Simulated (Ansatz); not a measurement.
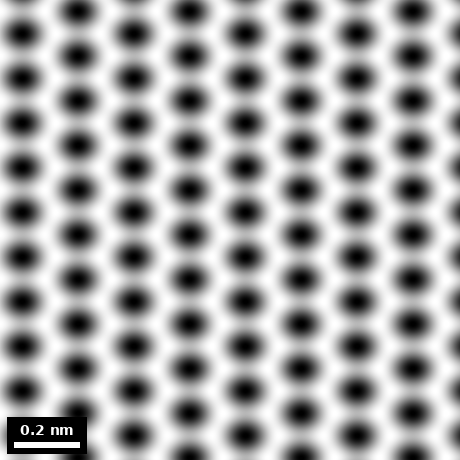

Phase-contrast TEM-like image of Ir (I4_1/amd, No. 141) along [110]. Simulated in the weak-phase-object approximation with neutral-atom potentials: 200 kV, Cs = 40 µm, defocus −120 Å (negative is underfocus), defocus spread 15 Å, aperture 0.96 1/Å. Atomic positions: coordinates from a relaxation with DFT PBEsol, scalar-relativistic, plane waves, PAW in Ansatz 0.2.0; the starting structure was generated, so it need not be a known form of this composition.

Q: Do the atom columns appear dark or bright, and why?

A: Dark. With positive Cs and underfocus sin χ is negative over the pass band, so the strongest columns (Ir) come out darker than the background.

Q: What point resolution do these settings give, and which lattice spacings pass?

A: About 1.0 Å (0.66 |Cs|^(1/4) λ^(3/4) with λ = 0.0251 Å). The spacings that carry visible contrast are {220} at 1.70 Å, {112} at 1.26 Å.
